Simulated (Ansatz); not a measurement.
# Run report: Mg$_{26}$Zn$_{6}$O$_{32}$, single-point calculation (part 1 of 2)

Mg$_{26}$Zn$_{6}$O$_{32}$ (P1, 64 atoms in the cell), computed with DFT, HSE06, PAW, plane waves (Ansatz 0.2.0).

The structure was built on a prototype by a generator; it need not be a known phase.

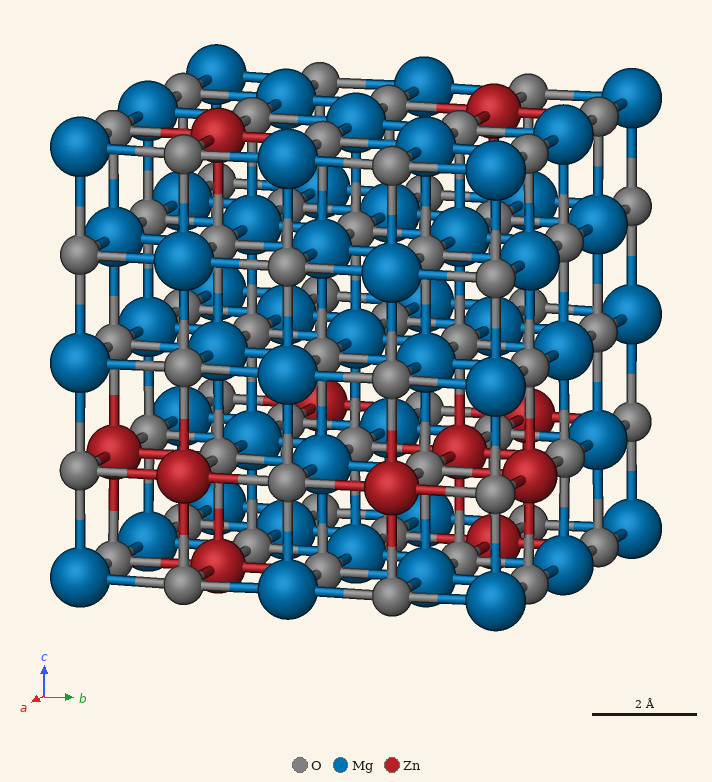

Figure 1. The structure as given in the input (ball-and-stick view of the cell of the calculation, seen slightly off an axis).

### Input file
```yaml
crystal:
  lattice:
    - [8.448609, 0.000000, 0.000000]
    - [0.000000, 8.448609, 0.000000]
    - [0.000000, 0.000000, 8.448609]
  atoms:
    - { symbol: O, position: [0.249433, 0.002731, 0.000887] }
    - { symbol: O, position: [0.249556, 0.000132, 0.499768] }
    - { symbol: O, position: [0.249357, 0.497867, 0.000648] }
    - { symbol: O, position: [0.249623, 0.500525, 0.499659] }
    - { symbol: O, position: [0.749530, 0.997706, 0.998436] }
    - { symbol: O, position: [0.750012, 0.000206, 0.502559] }
    - { symbol: O, position: [0.749866, 0.503280, 0.000879] }
    - { symbol: O, position: [0.749988, 0.500571, 0.499693] }
    - { symbol: O, position: [0.001650, 0.250199, 0.998016] }
    - { symbol: O, position: [0.999835, 0.250331, 0.503119] }
    - { symbol: O, position: [0.996994, 0.750368, 0.997904] }
    - { symbol: O, position: [0.999615, 0.750621, 0.503139] }
    - { symbol: O, position: [0.497311, 0.250046, 0.000104] }
    - { symbol: O, position: [0.500027, 0.250071, 0.500222] }
    - { symbol: O, position: [0.501962, 0.750401, 0.998002] }
    - { symbol: O, position: [0.500091, 0.750501, 0.503046] }
    - { symbol: O, position: [0.002003, 0.000471, 0.250237] }
    - { symbol: O, position: [0.999749, 0.000411, 0.750908] }
    - { symbol: O, position: [0.999922, 0.500288, 0.250058] }
    - { symbol: O, position: [0.999685, 0.500301, 0.750741] }
    - { symbol: O, position: [0.497321, 0.002639, 0.250061] }
    - { symbol: O, position: [0.499509, 0.000339, 0.750737] }
    - { symbol: O, position: [0.499662, 0.497349, 0.249795] }
    - { symbol: O, position: [0.499671, 0.500213, 0.750691] }
    - { symbol: O, position: [0.252667, 0.250510, 0.250548] }
    - { symbol: O, position: [0.249798, 0.250343, 0.750078] }
    - { symbol: O, position: [0.250008, 0.750222, 0.252405] }
    - { symbol: O, position: [0.249627, 0.750191, 0.747457] }
    - { symbol: O, position: [0.747892, 0.252509, 0.252375] }
    - { symbol: O, position: [0.749498, 0.250438, 0.747446] }
    - { symbol: O, position: [0.749441, 0.748006, 0.250624] }
    - { symbol: O, position: [0.749608, 0.750253, 0.750192] }
    - { symbol: Mg, position: [0.999067, 0.000441, 0.001460] }
    - { symbol: Mg, position: [0.999529, 0.000321, 0.499666] }
    - { symbol: Mg, position: [0.999581, 0.500417, 0.000849] }
    - { symbol: Mg, position: [0.999746, 0.500410, 0.499997] }
    - { symbol: Mg, position: [0.499884, 0.999925, 0.001027] }
    - { symbol: Mg, position: [0.499923, 0.000079, 0.499813] }
    - { symbol: Mg, position: [0.499599, 0.500626, 0.000651] }
    - { symbol: Mg, position: [0.499869, 0.500368, 0.499940] }
    - { symbol: Mg, position: [0.249469, 0.250214, 0.000648] }
    - { symbol: Mg, position: [0.249723, 0.250241, 0.499909] }
    - { symbol: Mg, position: [0.249661, 0.750417, 0.499836] }
    - { symbol: Mg, position: [0.750124, 0.250100, 0.499660] }
    - { symbol: Mg, position: [0.749651, 0.750673, 0.001301] }
    - { symbol: Mg, position: [0.749811, 0.750603, 0.499707] }
    - { symbol: Mg, position: [0.249612, 0.999646, 0.249924] }
    - { symbol: Mg, position: [0.249538, 0.000227, 0.750595] }
    - { symbol: Mg, position: [0.249730, 0.500798, 0.249849] }
    - { symbol: Mg, position: [0.249598, 0.500400, 0.750490] }
    - { symbol: Mg, position: [0.749712, 0.000385, 0.750692] }
    - { symbol: Mg, position: [0.750081, 0.500090, 0.249927] }
    - { symbol: Mg, position: [0.749757, 0.500435, 0.750512] }
    - { symbol: Mg, position: [0.999535, 0.250231, 0.750660] }
    - { symbol: Mg, position: [0.999617, 0.750479, 0.750686] }
    - { symbol: Mg, position: [0.500295, 0.249957, 0.249890] }
    - { symbol: Mg, position: [0.499823, 0.250159, 0.750465] }
    - { symbol: Mg, position: [0.499701, 0.750390, 0.750586] }
    - { symbol: Zn, position: [0.249432, 0.750474, 0.999600] }
    - { symbol: Zn, position: [0.749401, 0.250680, 0.999789] }
    - { symbol: Zn, position: [0.749452, 0.000572, 0.250502] }
    - { symbol: Zn, position: [0.000611, 0.250537, 0.250543] }
    - { symbol: Zn, position: [0.999671, 0.750154, 0.250599] }
    - { symbol: Zn, position: [0.499726, 0.749811, 0.250556] }
kpoints:
  mp_grid: { grid: [1, 1, 1] }
hamiltonian:
  xc: hse06
scf:
  occupations: { method: fermi_dirac, width: 0.01 }
output:
  forces: true
  eigenvalues: true
  populations: true
  eigenstates: { kpoints: [[0, 0, 0]], e_range: [-6.0, 6.0], localisation: true }
```

Hardware: 1 × NVIDIA GB300 Max-Q, 32 threads of Arm Neoverse-V2, 180 GiB of memory available, shared host.

Run as:
```bash
ansatz run in.yaml --threads 32 --pin off --max-ram 171000MiB --runs-dir r --events-out ev --progress --plain --backend cuda --devices 0,
```

### The program's output
```
Pseudopotentials: kind: paw
Functional definition: HSE06
  parameter a = 0.25
  parameter omega = 0.11/bohr
  exchange = pbe_x - a*pbe_x_sr(omega) + a*exact_x_sr(omega)
  correlation = pbe_c
Crystal: 64 atoms, lattice volume = 603.053 Å³
Basis set: ecut = 420 eV, 11753 PW (Γ), exchange–correlation on 120×120×120 points (8 copies of the dense FFT grid, shifted against one another)
Bands: 326, of which v1, the nominal top of the filled ones, is band 262 counted from 1 (261 counted from 0)
Symmetry: 1 space group operations
Space group: P1 (ITA 1), of the structure as read, at distance tolerance 8.4e-5 Å
k-points: 1
Non-local potential: O, projectors of the file, l = 0: 2, l = 1: 2, l = 2: 1
Non-local potential: Mg, projectors of the file, l = 0: 3, l = 1: 2, l = 2: 1
Non-local potential: Zn, projectors of the file, l = 0: 2, l = 1: 2, l = 2: 3, l = 3: 1
PAW form: soft (Blöchl's): semilocal exchange-correlation on the pseudo side does not see the compensation charge
PAW frozen core: O, regenerated for the run's functional, and the local potential with it (the file was generated under x = pbe(κ = 0.804, μ = 0.2195149727645171), c = pbe(β = 0.06672455060314922))
PAW frozen core: Mg, regenerated for the run's functional, and the local potential with it (the file was generated under x = pbe(κ = 0.804, μ = 0.2195149727645171), c = pbe(β = 0.06672455060314922))
PAW frozen core: Zn, regenerated for the run's functional, and the local potential with it (the file was generated under x = pbe(κ = 0.804, μ = 0.2195149727645171), c = pbe(β = 0.06672455060314922))
PAW one-centre angular grid: O, 110 points (default); XC on 96 Gauss nodes
PAW one-centre angular grid: Mg, 110 points (default); XC on 96 Gauss nodes
PAW one-centre angular grid: Zn, 590 points (default); XC on 64 Gauss nodes
Initial density: superposition of atomic densities (neutral atoms: chi_scale 0, normalization atom), corrected by the library's trained network
Initial wavefunctions: pseudopotential atomic-orbital guess
Functional: x = pbe(κ = 0.804, μ = 0.2195149727645171), c = pbe(β = 0.06672455060314922), warm-up for x = pbe(κ = 0.804, μ = 0.2195149727645171) + 0.25 (exact − pbe) at short range (hse, ω = 0.20786987370883472 Å⁻¹), c = pbe(β = 0.06672455060314922); HSE06 as pw.x's `hse` composes it (authors' and Libxc's form: `xc: wpbeh`)
SCF iter   1: F=—  HF=-88166.197636 eV  |F-HF|=—  |Δ(HF+E_count)|=         —  Δρ=1.49e-3  dr2=1.28e-2  ethr=1.77e-3  ⟨swp⟩=14.0  Hψ=1517  notcnv=0
preconditioner: auto → none  [insulator: Δε(μ)=3.172 eV  Ē_g=15.316 eV  σ=0.010 eV  W_gap=1.00  n_scr=178 (ndim 8)  ℏωp=26.9 eV  f_vac=0.000  D(μ)=0.00/eV (n_scr^D=0)]
SCF iter   2: F=—  HF=-88166.201661 eV  |F-HF|=—  |Δ(HF+E_count)|=   4.03e-3  Δρ=6.45e-4  dr2=2.71e-3  ethr=2.45e-6  ⟨swp⟩=12.0  Hψ=1164  notcnv=0  defer=1
SCF iter   3: F=-88166.201663 eV  HF=-88166.201712 eV  |F-HF|=4.88e-5  |Δ(HF+E_count)|=   5.04e-5  Δρ=2.88e-4  dr2=5.54e-4  ethr=5.18e-7  ⟨swp⟩=8.0  Hψ=866  notcnv=0  defer=1
SCF 1 stopped early in 3 iterations: F = -88166.201663 eV  dr2 = 5.54e-4
  greatest PAW one-centre occupation: 1.000 electrons in one spin orbital (limit 2), on the Mg atom at site 44 (counted from 0), in its partial waves of l = 0
Initial density: handed on by an earlier stage of this run
Initial wavefunctions: those handed on with the density
Functional: x = pbe(κ = 0.804, μ = 0.2195149727645171) + 0.25 (exact − pbe) at short range (hse, ω = 0.20786987370883472 Å⁻¹), c = pbe(β = 0.06672455060314922); HSE06 as pw.x's `hse` composes it (authors' and Libxc's form: `xc: wpbeh`)
Exchange kernel: α = 0.2500, screened, ω = 0.2079 Å⁻¹, Wigner–Seitz truncation, v(0) = 812.6047 eV·Å³, q-mesh 1×1×1, nearest image of the exchange supercell L = 8.45 Å, pair-density grid 45×45×45, without the augmentation charges, whose exchange is taken in its separable form (sized by the pseudopotential files, 60×60×60 at the most), smooth part of the exact exchange by density-matrix convolution
Frozen-core exchange: fock
SCF iter   1: F=—  HF=-88171.441020 eV  |F-HF|=—  |Δ(HF+E_count)|=         —  Δρ=1.42e-2  dr2=5.90e-1  ethr=1.06e-6  ⟨swp⟩=6.0  Hψ=1514  notcnv=0
preconditioner: auto → none  [insulator: Δε(μ)=5.064 eV  Ē_g=17.950 eV  σ=0.010 eV  W_gap=1.00  n_scr=178 (ndim 8)  ℏωp=26.9 eV  f_vac=0.000  D(μ)=0.00/eV (n_scr^D=0)]
SCF iter   2: F=—  HF=-88171.235709 eV  |F-HF|=—  |Δ(HF+E_count)|=   2.05e-1  Δρ=3.92e-3  dr2=5.69e-2  ethr=1.06e-6  ⟨swp⟩=5.0  Hψ=1202  notcnv=0
SCF iter   3: F=—  HF=-88171.370928 eV  |F-HF|=—  |Δ(HF+E_count)|=   1.35e-1  Δρ=3.63e-3  dr2=3.58e-2  ethr=1.06e-6  ⟨swp⟩=5.0  Hψ=1199  notcnv=0
SCF iter   4: F=—  HF=-88171.362378 eV  |F-HF|=—  |Δ(HF+E_count)|=   8.55e-3  Δρ=1.14e-3  dr2=4.83e-3  ethr=1.06e-6  ⟨swp⟩=4.0  Hψ=885  notcnv=0
iter 5 solved again at ethr=3.24e-8 eV; its pass at ethr=5.92e-7 eV (dr2=1.70e-4 eV) is discarded
SCF iter   5: F=—  HF=-88171.361903 eV  |F-HF|=—  |Δ(HF+E_count)|=   4.75e-4  Δρ=1.94e-4  dr2=4.61e-4  ethr=3.24e-8  ⟨swp⟩=2.0  Hψ=1302  notcnv=0
SCF iter   6: F=—  HF=-88171.365531 eV  |F-HF|=—  |Δ(HF+E_count)|=   3.63e-3  Δρ=3.53e-4  dr2=3.89e-4  ethr=3.24e-8  ⟨swp⟩=5.0  Hψ=1009  notcnv=0
SCF iter   7: F=-88171.365310 eV  HF=-88171.365315 eV  |F-HF|=5.23e-6  |Δ(HF+E_count)|=   2.16e-4  Δρ=4.43e-5  dr2=1.14e-5  ethr=3.24e-8  ⟨swp⟩=4.0  Hψ=796  notcnv=0
SCF 2 stopped early in 7 iterations: F = -88171.365310 eV  dr2 = 1.14e-5
  Residual-converged pass: ⟨swp⟩=4.0  Hψ=871  notcnv=0  max |occ|·‖R‖ = 6.4e-6 eV (tolerance 6.7e-6 eV)  dr2=1.15e-5  dr2_onsite=1.48e-6  max |Δocc| = 0.0e0
hybrid outer 1: dexx = +1.655e-1 eV, tail = 6.51e-4 eV
SCF iter   1: F=—  HF=-88171.360482 eV  |F-HF|=—  |Δ(HF+E_count)|=         —  Δρ=5.67e-5  dr2=1.59e-5  ethr=6.22e-7  ⟨swp⟩=8.0  Hψ=822  notcnv=0
preconditioner: auto → none  [insulator: Δε(μ)=5.045 eV  Ē_g=17.877 eV  σ=0.010 eV  W_gap=1.00  n_scr=178 (ndim 8)  ℏωp=26.9 eV  f_vac=0.000  D(μ)=0.00/eV (n_scr^D=0)]
SCF iter   2: F=—  HF=-88171.360491 eV  |F-HF|=—  |Δ(HF+E_count)|=   9.80e-6  Δρ=1.95e-5  dr2=1.37e-6  ethr=2.54e-9  ⟨swp⟩=4.0  Hψ=994  notcnv=0
SCF iter   3: F=—  HF=-88171.360496 eV  |F-HF|=—  |Δ(HF+E_count)|=   4.78e-6  Δρ=1.10e-5  dr2=4.17e-7  ethr=1.76e-10  ⟨swp⟩=6.0  Hψ=1059  notcnv=0
SCF iter   4: F=—  HF=-88171.360496 eV  |F-HF|=—  |Δ(HF+E_count)|=   2.18e-8  Δρ=3.54e-6  dr2=5.74e-8  ethr=7.60e-11  ⟨swp⟩=3.0  Hψ=734  notcnv=0
SCF iter   5: F=—  HF=-88171.360496 eV  |F-HF|=—  |Δ(HF+E_count)|=   4.00e-9  Δρ=1.49e-6  dr2=1.86e-8  ethr=1.12e-11 (applied; sched 7.39e-12)  ⟨swp⟩=3.0  Hψ=724  notcnv=0
SCF iter   6: F=-88171.360496 eV  HF=-88171.360496 eV  |F-HF|=1.63e-8  |Δ(HF+E_count)|=   8.54e-8  Δρ=1.71e-6  dr2=1.41e-8  ethr=5.16e-12 (applied; sched 1.53e-12)  ⟨swp⟩=10.0  Hψ=901  notcnv=0  defer=8
SCF 3 converged in 6 iterations: F = -88171.360496 eV  dr2 = 1.41e-8
  Residual-converged pass: ⟨swp⟩=2.0  Hψ=588  notcnv=0  max |occ|·‖R‖ = 2.0e-6 eV (tolerance 2.5e-6 eV)  dr2=1.41e-8  dr2_onsite=5.93e-9  max |Δocc| = 0.0e0
```

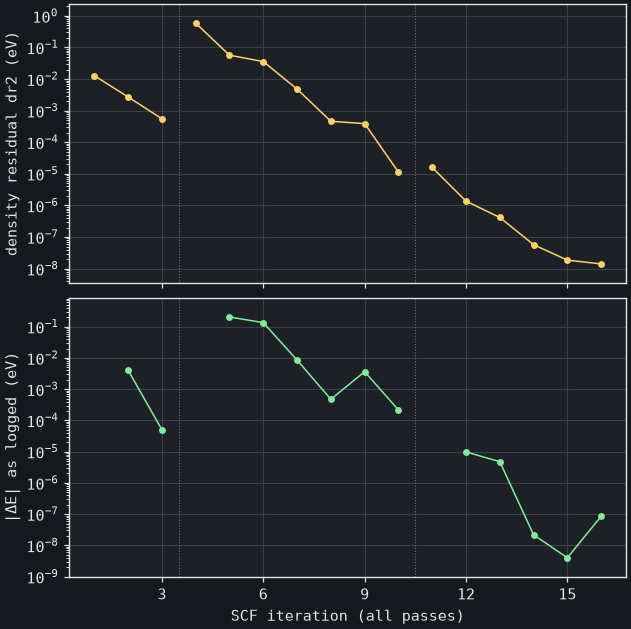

Figure 2. Convergence of the self-consistent field: density residual dr2 and size of the energy change against the SCF iteration. The run starts with a semilocal functional; after that each stretch between dotted lines is one SCF of the hybrid functional between two exact rebuilds of the exchange operator by the outer loop. Early passes are stopped at a loose threshold. The passes take 3, 7 and 6 iterations.
